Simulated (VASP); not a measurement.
# ZnHgSeS with vdW-DF-cx: from relaxation to properties

What structure does ZnHgSeS take at this level, and what are its properties? The steps: rough relaxation of the start cell, full relaxation (vdW-DF-cx), single point with fields (vdW-DF-cx), bands along the symmetry lines (vdW-DF-cx), total and projected DOS (vdW-DF-cx) and independent-particle dielectric function (vdW-DF-cx). The cell is invented: it takes the structure of a Materials Project entry for Zn2SeS (space group 160 there), with some of its atoms replaced by other elements, volume scaled by an estimate. It may not be a known or stable phase. The atoms of the start are displaced at random from the sites of a R3m cell.

Program: VASP 6.6.1. Level of theory: vdW-DF-cx; plane waves and PAW (Hg, Se, Zn, S); invented cell. Results are calculated unless marked as measured.

## (1) Set-up

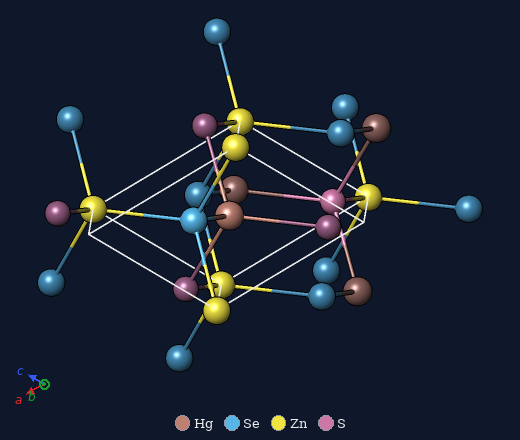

The cell as given, slightly off an axis (mercury pink, selenium blue, zinc yellow, sulfur pink). Some periodic images of atoms are drawn too.

## (2) Rough relaxation of the start cell

The start is only an estimate, so a cheap relaxation brings it near a minimum before any careful run. vdW-DF-cx takes its exchange from the same plasmon model as its correlation. LUSE_VDW switches on a nonlocal correlation term for dispersion.

INCAR reads:

```
SYSTEM = ZnHgSeS
PREC = Normal
ENCUT = 400
EDIFF = 1E-05
NELM = 60
ISMEAR = 0
SIGMA = 0.05
LREAL = .FALSE.
ALGO = Fast
GGA = CX
AGGAC = 0
LUSE_VDW = .TRUE.
LASPH = .TRUE.
NBANDS = 24
LORBIT = 11
LWAVE = .FALSE.
LCHARG = .FALSE.
KPAR = 2
IBRION = 2
NSW = 40
ISIF = 3
EDIFFG = -0.04
```

POSCAR reads:

```
ZnHgSeS
1.0
    2.0426150000      1.1793040000      6.6740100000
   -2.0426150000      1.1793040000      6.6740100000
    0.0000000000     -2.3586090000      6.6740100000
Hg Se Zn S
1 1 1 1
Direct
    0.4990860000      0.4963800000      0.4942890000
    0.6289150000      0.6210610000      0.6195260000
    0.0028070000      0.0118900000     -0.0029600000
    0.1282310000      0.1217170000      0.1260400000
```

KPOINTS reads:

```
Automatic mesh
0
Gamma
5 5 5
0 0 0
```

Potentials, in the order of the species: Hg, Se, Zn and S (PBE family, release 64).

On the command line:

```
mpirun -np 2 vasp_std
```

Output:

```text
[banner, memory and clock lines left out]
running    2 mpi-ranks, on    1 nodes
 distrk:  each k-point on    1 cores,    2 groups
 distr:  one band on    1 cores,    1 groups

 POSCAR found type information on POSCAR HgSeZnS
 POSCAR found :  4 types and       4 ions
|                                                                             |
|               ----> ADVICE to this user running VASP <----                  |
|                                                                             |
|     You have switched on vdW-DFT.                                           |
|     This routine was written and supplied by Jiri Klimes. We recommend      |
|     that you carefully read and cite the following publications:            |
|       J. Klimes, D.R. Bowler, A. Michelides                                 |
|          J. Phys.: Cond Matt. 22 022201 (2010)                              |
|       J. Klimes, D.R. Bowler, A. Michelides                                 |
|          Phys. Rev. B. 83, 195131 (2011)                                    |
|     and references therein.                                                 |
|                                                                             |

|                                                                             |
|               ----> ADVICE to this user running VASP <----                  |
|                                                                             |
|     You enforced a specific xc type in the INCAR file but a different       |
|     [... a line on the potential file left out ...]
|     I HOPE YOU KNOW WHAT YOU ARE DOING!                                     |
|                                                                             |

 LDA part: xc-table for (Slater+PW92), standard interpolation
 POSCAR, INCAR and KPOINTS ok, starting setup
 FFT: planning ... GRIDC
 FFT: planning ... GRID_SOFT
 FFT: planning ... GRID
 WAVECAR not read
 entering main loop
       N       E                     dE             d eps       ncg     rms          rms(c)
DAV:   1     0.240084732756E+03    0.24008E+03   -0.14723E+04  3024   0.129E+03
DAV:   2     0.140781150432E+02   -0.22601E+03   -0.21784E+03  3344   0.319E+02
DAV:   3    -0.228549640901E+01   -0.16364E+02   -0.16286E+02  3752   0.920E+01
DAV:   4    -0.250643948421E+01   -0.22094E+00   -0.22084E+00  3416   0.112E+01
DAV:   5    -0.250976068430E+01   -0.33212E-02   -0.33208E-02  3816   0.128E+00    0.124E+01
RMM:   6    -0.180028671950E+01    0.70947E+00   -0.17889E+00  3024   0.893E+00    0.977E+00
RMM:   7    -0.177830841859E+01    0.21978E-01   -0.68437E-01  3024   0.507E+00    0.290E+00
RMM:   8    -0.177059921923E+01    0.77092E-02   -0.10823E-01  3024   0.310E+00    0.724E-01
RMM:   9    -0.176779155123E+01    0.28077E-02   -0.20325E-02  3034   0.129E+00    0.195E-01
RMM:  10    -0.176798285900E+01   -0.19131E-03   -0.44014E-03  3039   0.479E-01    0.123E-01
RMM:  11    -0.176811001874E+01   -0.12716E-03   -0.11661E-03  3079   0.296E-01    0.470E-02
RMM:  12    -0.176814069507E+01   -0.30676E-04   -0.39126E-04  3071   0.168E-01    0.106E-02
RMM:  13    -0.176815482570E+01   -0.14131E-04   -0.15026E-04  3105   0.930E-02    0.129E-02
RMM:  14    -0.176815748920E+01   -0.26635E-05   -0.33366E-05  2283   0.425E-02
   1 F= -.17681575E+01 E0= -.17679801E+01  d E =-.176816E+01
 curvature:   0.00 expect dE= 0.000E+00 dE for cont linesearch  0.000E+00
 trial: gam= 0.00000 g(F)=  0.234E+00 g(S)=  0.175E-01 ort = 0.000E+00 (trialstep = 0.100E+01)
 search vector abs. value=  0.252E+00
 bond charge predicted
       N       E                     dE             d eps       ncg     rms          rms(c)
DAV:   1    -0.205989427585E+01   -0.29174E+00   -0.15170E+01  3040   0.335E+01    0.360E+00
RMM:   2    -0.194532627639E+01    0.11457E+00   -0.12133E+00  3024   0.979E+00    0.175E+00
RMM:   3    -0.193794447452E+01    0.73818E-02   -0.16065E-01  3024   0.279E+00    0.148E+00
RMM:   4    -0.193348110806E+01    0.44634E-02   -0.33128E-02  3024   0.162E+00    0.752E-01
RMM:   5    -0.193173117561E+01    0.17499E-02   -0.10864E-02  3024   0.966E-01    0.136E-01
RMM:   6    -0.193181634460E+01   -0.85169E-04   -0.24711E-03  3040   0.364E-01    0.750E-02
RMM:   7    -0.193183311688E+01   -0.16772E-04   -0.72039E-04  3037   0.258E-01    0.411E-02
RMM:   8    -0.193184567565E+01   -0.12559E-04   -0.21424E-04  3098   0.112E-01    0.220E-02
RMM:   9    -0.193185031494E+01   -0.46393E-05   -0.62609E-05  2735   0.533E-02
   2 F= -.19318503E+01 E0= -.19316365E+01  d E =-.163693E+00
[... from here on, the cycles between the ionic steps are left out ...]
   3 F= -.19555634E+01 E0= -.19553499E+01  d E =-.187406E+00
   4 F= -.19882228E+01 E0= -.19881870E+01  d E =-.326593E-01
   5 F= -.19884041E+01 E0= -.19883636E+01  d E =-.328407E-01
   6 F= -.19884347E+01 E0= -.19883876E+01  d E =-.328713E-01
   7 F= -.19884503E+01 E0= -.19884064E+01  d E =-.328869E-01
   8 F= -.19962043E+01 E0= -.19961758E+01  d E =-.775401E-02
   9 F= -.19997624E+01 E0= -.19997438E+01  d E =-.113121E-01
  10 F= -.20001369E+01 E0= -.20001213E+01  d E =-.116866E-01
  11 F= -.20010539E+01 E0= -.20010356E+01  d E =-.916999E-03
  12 F= -.20010586E+01 E0= -.20010402E+01  d E =-.921679E-03
 curvature:  -0.83 expect dE=-0.341E-03 dE for cont linesearch -0.133E-07
 trial: gam= 0.34641 g(F)=  0.378E-03 g(S)=  0.341E-04 ort =-0.457E-05 (trialstep = 0.142E+01)
 search vector abs. value=  0.565E-03
 bond charge predicted
       N       E                     dE             d eps       ncg     rms          rms(c)
DAV:   1    -0.200200272528E+01   -0.94355E-03   -0.20072E-01  3032   0.265E+00    0.157E-01
RMM:   2    -0.200166610529E+01    0.33662E-03   -0.22874E-03  3024   0.375E-01    0.847E-02
RMM:   3    -0.200153885535E+01    0.12725E-03   -0.64394E-04  3024   0.167E-01    0.412E-02
RMM:   4    -0.200152469028E+01    0.14165E-04   -0.14314E-04  3066   0.100E-01    0.204E-02
RMM:   5    -0.200152141175E+01    0.32785E-05   -0.28252E-05  2118   0.495E-02
  13 F= -.20015214E+01 E0= -.20015016E+01  d E =-.462848E-03
 trial-energy change:   -0.000463  1 .order   -0.000447   -0.000584   -0.000310
 step:   3.0280(harm=  3.0280)  dis= 0.00812  next Energy=    -2.001681 (dE=-0.622E-03)
 reached required accuracy - stopping structural energy minimisation
```

It took 15 min on 2 MPI ranks of Intel Xeon Platinum 8559C (Emerald Rapids), shared host; peak memory 1.1 GiB; 30 min of CPU time.

Lines that name or quote the potential files are left out of all logs, and their timing lines are given in words.

Parts of OUTCAR (step 2):

```text
ion  position               nearest neighbor table
   1  0.499  0.496  0.494-   4 2.47   4 2.48   4 2.49   2 2.53
   2  0.629  0.621  0.620-   3 2.51   1 2.53   3 2.55   3 2.57
   3  0.003  0.012  0.997-   4 2.43   2 2.51   2 2.55   2 2.57
   4  0.128  0.122  0.126-   3 2.43   1 2.47   1 2.48   1 2.49

  LATTYP: Found a trigonal (rhomboedric) cell.
 ALAT       =     7.0785198624
 COS(alpha) =     0.8334601691

 Subroutine GETGRP returns: Found  1 space group operations
 (whereof  1 operations were pure point group operations)

The static configuration has the point symmetry C_1 .

 Found     63 irreducible k-points:

   k-points           NKPTS =     63   k-points in BZ     NKDIM =     63   number of bands    NBANDS=     24

   dimension x,y,z NGX =    36 NGY =   36 NGZ =   36
   dimension x,y,z NGXF=    72 NGYF=   72 NGZF=   72

   ENCUT  =  400.0 eV  29.40 Ry    5.42 a.u.  11.54 11.54 11.54*2*pi/ulx,y,z

   NELECT =      36.0000    total number of electrons

 k-points in reciprocal lattice and weights: Automatic mesh
   0.00000000  0.00000000  0.00000000       0.008
   0.20000000  0.00000000  0.00000000       0.016
   0.00000000  0.20000000  0.00000000       0.016
   0.00000000  0.00000000  0.20000000       0.016
   0.40000000 -0.00000000  0.00000000       0.016
  -0.00000000  0.40000000  0.00000000       0.016
   0.00000000  0.00000000  0.40000000       0.016
   0.20000000  0.20000000  0.00000000       0.016
  -0.20000000 -0.00000000 -0.20000000       0.016
[...]
0.40000000 -0.40000000  0.40000000       0.016
   0.40000000  0.40000000 -0.40000000       0.016

 average (electrostatic) potential at core
       1 -40.8583       2 -56.0535       3 -36.8937       4 -89.4352

 E-fermi :   1.7795

 k-point     1 :       0.0000    0.0000    0.0000
  band No.  band energies     occupation
    ...
     14       0.6683      2.00000
     15       0.6722      2.00000
     16       1.5665      2.00000
     17       1.6874      1.99085
     18       1.6951      1.98311
     19       1.8582      0.02604
     20       3.8045      0.00000
     21       7.4330      0.00000
     22       7.4428      0.00000
     23       7.4972      0.00000
    ...

 k-point     2 :       0.2000    0.0000    0.0000
  band No.  band energies     occupation
    ...
     14      -0.7509      2.00000
     15      -0.2737      2.00000
     16       0.3607      2.00000
     17       1.1702      2.00000
     18       1.1732      2.00000
     19       3.6312      0.00000
     20       5.0535      0.00000
     21       6.7220      0.00000
     22       7.4029      0.00000
     23       8.1963      0.00000
    ...

 k-point     3 :       0.0000    0.2000    0.0000
  band No.  band energies     occupation
    ...
     14      -0.7520      2.00000
     15      -0.2729      2.00000
     16       0.3623      2.00000
     17       1.1682      2.00000
     18       1.1772      2.00000
     19       3.6308      0.00000
     20       5.0580      0.00000
     21       6.7243      0.00000
     22       7.3970      0.00000
     23       8.1879      0.00000
    ...

Total vdW correction in eV:      6.5666457

  Total       -0.0412518      0.0113225      0.0088284      0.0216825      0.0179063     -0.0173456
  in kB       -0.6832578      0.1875352      0.1462258      0.3591295      0.2965838     -0.2872962
  external PRESSURE =      -0.1164989 kB  Pullay stress =       0.0000000 kB

  energy-cutoff  :      400.00
  volume of cell :       96.73
      direct lattice vectors                 reciprocal lattice vectors
     2.048667124  1.180485892  6.665427299     0.244227577  0.141171845  0.049960431
    -2.046551841  1.181940783  6.664626959    -0.244146880  0.140998276  0.050068690
     0.002317182 -2.362754955  6.665045727    -0.000110018 -0.282169344  0.050007645

 POSITION                                       TOTAL-FORCE (eV/Angst)
 -----------------------------------------------------------------------------------
      0.01078      0.00302      9.97110        -0.005496      0.006976      0.013925
      0.00320      0.01665     12.61494         0.004372     -0.007247     -0.022351
      0.00222     -2.34596      6.69934        -0.001557      0.003846      0.031397
      0.00800      0.00600      2.35342         0.002681     -0.003575     -0.022972
 -----------------------------------------------------------------------------------
    total drift:                                0.000535     -0.000117     -0.010277

  FREE ENERGIE OF THE ION-ELECTRON SYSTEM (eV)
  ---------------------------------------------------
  free  energy   TOTEN  =        -2.0015214117 eV

  energy  without entropy=       -2.0014818839  energy(sigma->0) =       -2.00150165

Total vdW correction in eV:      6.5666114

 reached required accuracy - stopping structural energy minimisation

 total charge
# of ion       s       p       d       tot
------------------------------------------
    1        0.682   0.418   9.395  10.495
    2        1.445   2.373   0.029   3.847
    3        0.531   0.440   9.788  10.760
    4        1.335   2.341   0.000   3.676
--------------------------------------------------
tot          3.993   5.572  19.212  28.777

[... 3 further parts left out ...]
```

CONTCAR:

```
ZnHgSeS
   1.00000000000000
     2.0486671244366121    1.1804858922950074    6.6654272992961898
    -2.0465518409815853    1.1819407828653894    6.6646269592289924
     0.0023171820473090   -2.3627549550704230    6.6650457270884340
  Hg              Se              Zn              S
     1     1     1     1
Direct
     0.5012207702967424    0.4970329806751823    0.4977774489440420
     0.6333804830674200    0.6331792747549582    0.6261452653126318
     0.0040593393763038    0.0041099051437422    0.9969768966085132
     0.1203784072595282    0.1167258394261146    0.1159953891348172
```

The gap is read on the k-mesh alone, so it is an upper bound where the band edges lie off the mesh. This relaxation is a rough one on cheap settings, only to bring the start near its minimum. The PAW data sets were made with PBE, which is usual practice but a small mismatch for other functionals.

Relaxation path:

```csv
step,energy less that of the first step (eV),largest force (eV/Å),pressure (GPa),volume (Å³)
1,0.0000,1.6799,1.13,96.46
2,-0.1637,0.7134,-0.94,98.84
3,-0.1874,0.3250,-1.79,100.23
4,-0.2201,0.2944,0.21,96.39
5,-0.2202,0.3043,0.31,96.54
6,-0.2203,0.3036,0.06,96.74
7,-0.2203,0.2967,0.30,96.65
8,-0.2280,0.1836,0.00,96.68
9,-0.2316,0.0798,-0.08,96.70
10,-0.2320,0.0448,-0.01,96.71
11,-0.2329,0.0466,0.04,96.69
12,-0.2329,0.0513,0.02,96.69
13,-0.2334,0.0317,-0.01,96.73
```

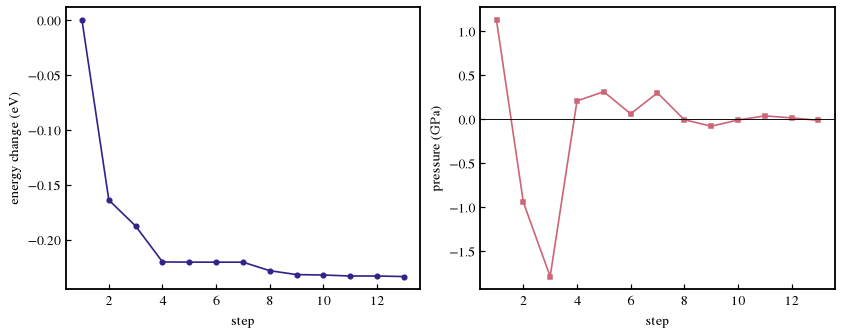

Energy and pressure along the relaxation.

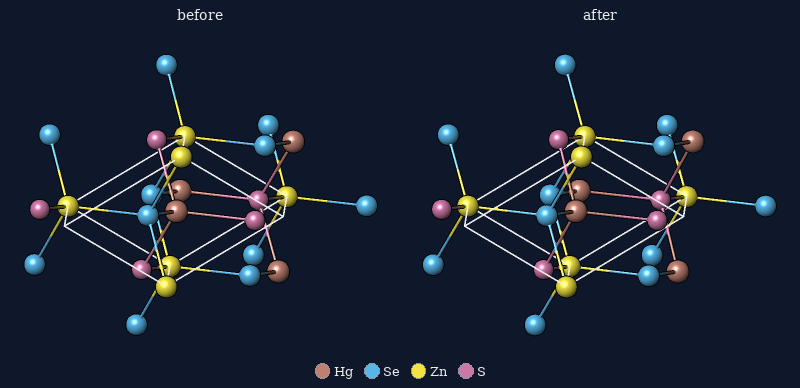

The structure before and after the relaxation, drawn at the same scale.

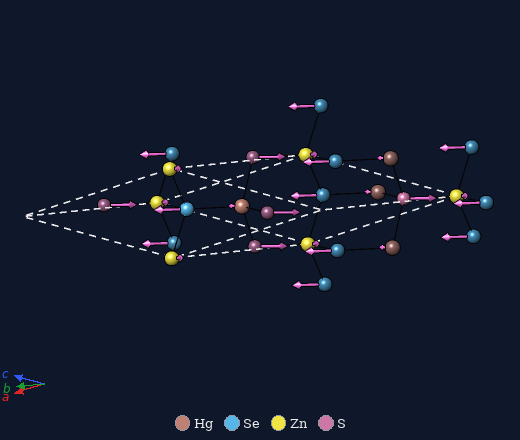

Displacements in the relaxation, exaggerated, measured against the changing cell; the longest in the cell stands for 0.16 Å. Some periodic images of atoms are drawn too.

```csv
cell as run,before,after,change
a (Å),7.079,7.072,-0.1 %
b (Å),7.079,7.071,-0.1 %
c (Å),7.079,7.071,-0.1 %
α (°),33.54,33.66,+0.3 %
β (°),33.54,33.63,+0.3 %
γ (°),33.54,33.66,+0.3 %
volume (Å³/atom),24.12,24.18,+0.3 %
```

The atoms that moved most (Å, as changes of fractional coordinates times the final cell):

```csv
atom,dx,dy,dz,length
Se2,-0.016,0.004,0.155,0.155
S4,-0.006,0.009,-0.153,0.153
Zn3,0.018,-0.008,-0.044,0.048
Hg1,0.003,-0.005,0.042,0.042
```

Final coordinates:

```cif
data_structure
_symmetry_space_group_name_H-M 'P 1'
_symmetry_Int_Tables_number 1
_cell_length_a 7.0724
_cell_length_b 7.0713
_cell_length_c 7.0715
_cell_angle_alpha 33.655
_cell_angle_beta 33.631
_cell_angle_gamma 33.661
_cell_volume 96.73
loop_
_atom_site_label
_atom_site_type_symbol
_atom_site_fract_x
_atom_site_fract_y
_atom_site_fract_z
_atom_site_occupancy
Hg1 Hg 0.50122 0.49703 0.49778 1
Se2 Se 0.63338 0.63318 0.62615 1
Zn3 Zn 0.00406 0.00411 0.99698 1
S4 S 0.12038 0.11673 0.11600 1
```

This step gave:

```
electrons                       : 36
bands                           : 24
irreducible k-points            : 63
symmetry operations             : 1
free energy (TOTEN)             : -2.002 eV
Fermi energy                    : 1.780 eV
pressure                        : -0.01165 GPa
metallic                        : no
valence top at k                : 0, 0, 0
conduction bottom at k          : 0, 0, 0
least direct gap at k           : 0, 0, 0
SCF cycles over all ionic steps : 87
gap on the k-mesh               : 0.1631 eV
least direct gap on the k-mesh  : 0.1631 eV
```

It ends with a largest force of 0.032 eV/Å and a pressure of -0.01 GPa.

(Continued in part 2 of 3.)

[Lines on the potential files, build, host, timing and source positions are cut from VASP's logs without a mark.]

[Logs are printed without paths, hosts, clocks, repeated set-up lines and the standing remarks that a program may print on its own settings, such as how far it seeks lower states.]

[Hosts, paths, dates, database ids (printed as entryN), source tags and the programs' standing remarks are cut or masked in the printed files.]

[A measured line is paired with the nearest computed mode of its activity, which favours agreement.]

[In band tables of VASP the shares of atoms and orbitals are scaled to a sum of 1 inside the atoms' spheres.]
